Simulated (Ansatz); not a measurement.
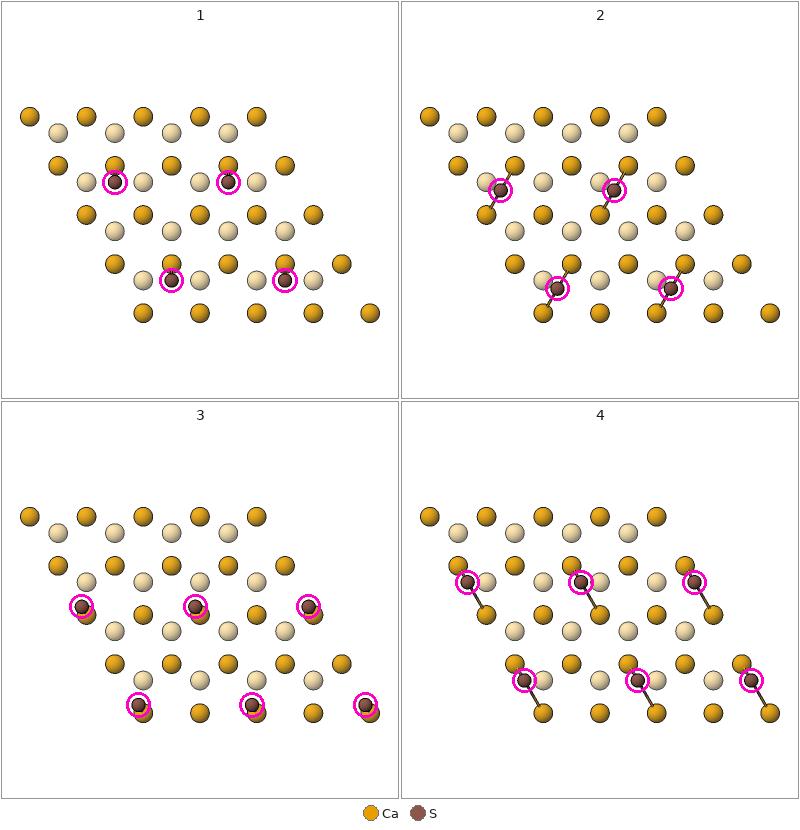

S on a Ca(111) slab cut from the Fm-3m phase, its upper half relaxed before the scan (8 atoms of substrate and one adsorbate in a 2 × 2 cell). S is moved over the surface cell; relaxed at each place: the height of the adsorbate's atoms; substrate rigid; the origin of the map has the adsorbate above Ca5. Places are given modulo a cell vector. The map is drawn in real space over the plane of the surface. The grid has 6 × 6 points; 10 points were computed and 26 follow by symmetry. Places are given in fractions of the 1 × 1 surface cell. Energies are in eV, from the lowest grid point. The runs have no spin polarisation; a magnetic state may lie lower. Computed with DFT PBE, scalar-relativistic, plane waves, PAW in Ansatz. Settings: cutoff 420 eV, k-mesh 6×6×1, gaussian smearing 0.1 eV, no spin polarisation.

The numbered pictures are structures from this grid. Rings mark the moved atoms.

Rank them by energy, lowest first.

2, at a bridge site between two Ca atoms, (3/6, 3/6) of the cell vectors: 0.57 eV; 4, at (0/6, 4/6) of the cell vectors [nearest 1 Ca at 2.40 Å]: 1.43 eV; 1, at (5/6, 4/6) of the cell vectors [nearest 1 Ca at 2.40 Å]: 1.69 eV; 3, at (0/6, 1/6) of the cell vectors [nearest 1 Ca at 2.41 Å]: 2.16 eV.

The map, with the structures marked:

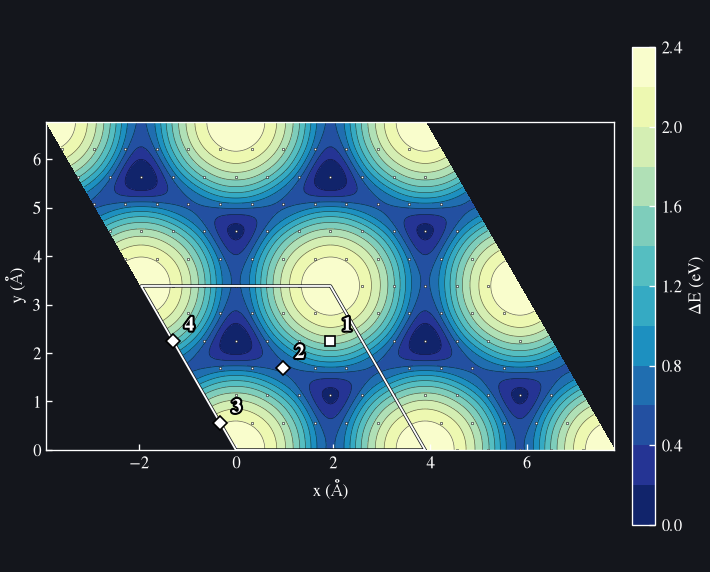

In the figure: filled contours, dots at the grid points, the outline of one cell of the 2 × 2 shown. Between grid points the surface is interpolated.
